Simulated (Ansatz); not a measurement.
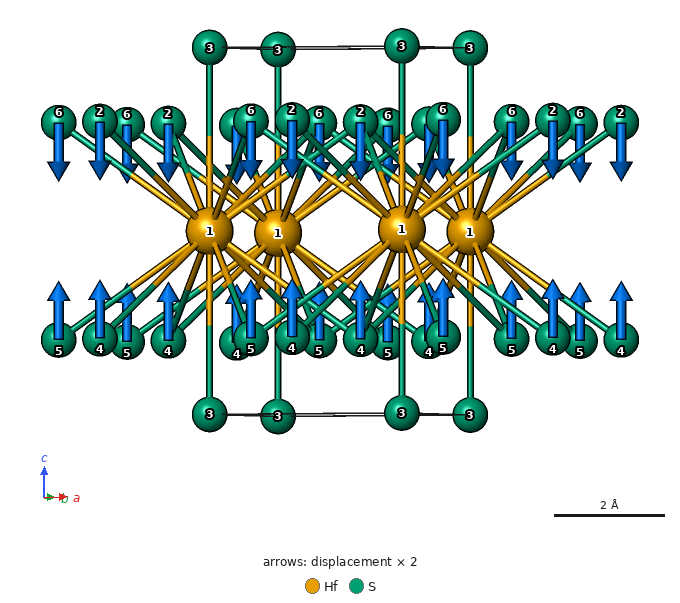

A relaxation of crystalline HfS5 (a generated structure, set up in P6/mmm) (coarse preliminary run). The starting structure is drawn; blue arrows show the displacements (the part carried along by the change of the cell is left out), magnified 2 times.

A ball-and-stick model of the cell of the calculation, seen from a free direction.

Level of theory: DFT PBE, scalar-relativistic, plane waves, PAW (Ansatz).

The input:
```yaml
crystal:
  lattice:
    - [4.95089562, 0.0, 0.0]
    - [-2.47544781, 4.28760138, 0.0]
    - [0.0, 0.0, 6.72059708]
  atoms:
    - { symbol: Hf, position: [0.0, 0.0, 0.5] }
    - { symbol: S, position: [0.66666667, 0.33333333, 0.79599494] }
    - { symbol: S, position: [0.0, 0.0, 0.0] }
    - { symbol: S, position: [0.66666667, 0.33333333, 0.20400506] }
    - { symbol: S, position: [0.33333333, 0.66666667, 0.20400506] }
    - { symbol: S, position: [0.33333333, 0.66666667, 0.79599494] }
basis:
  ecutwfc: 420
kpoints:
  mp_grid: { grid: [6, 6, 4] }
hamiltonian:
  xc: pbe
scf:
  occupations: { method: gaussian, width: 0.1 }
  lower_state_search: "off"
output:
  forces: true
  stress: true
  eigenvalues: true
relax:
  adjacent_minimum: "off"
  f_tol: 0.04
  max_steps: 70
  cell: { stress_tol: 0.4 }
```

Command:
```bash
ansatz run input.yaml --threads 1 --pin off --max-ram 2560MiB --backend cpu --events-out ev --progress --plain --runs-dir out
```

> Describe the change and its energy.

After 8 accepted moves (10 points after the start) the energy has fallen by 1167 meV per atom. Largest force component: 1.5 eV/Å at the start, 0.0052 eV/Å at the end. The pressure goes from −13.75 to 0.03 GPa. The line search rejected the trial step at point 5 of the run. At 1 point the geometry stayed and the basis and grid were re-selected for the new cell (energy shift of 0.3 meV per atom at most each time). The largest moves relative to the cell, 0.55 Å, are those of S2, S4, S5 and S6. S2 goes along −c. Hf stays in place. The drawn cell changes as follows: a = b 4.951 → 4.834 Å (−2.4 %), c 6.721 → 5.343 Å (−20.5 %); the volume changes by −24.2 %. Near-neighbour distances that change, for instance: S2–S4 3.979 → 2.073 Å, Hf1–S3 3.360 → 2.671 Å, S2–S4 (another image) 2.742 → 3.270 Å, Hf1–S2 3.482 → 2.977 Å. New bonds form, among them: S2–S4 (3.98 → 2.07 Å), S5–S6 (3.98 → 2.07 Å). The space group stays P6/mmm (No. 191). Cost: 2.8 min on 1 thread of Intel(R) Xeon(R) Processor @ 2.50GHz (Skylake/Cascade Lake) (shared host), peak memory 0.46 GiB.
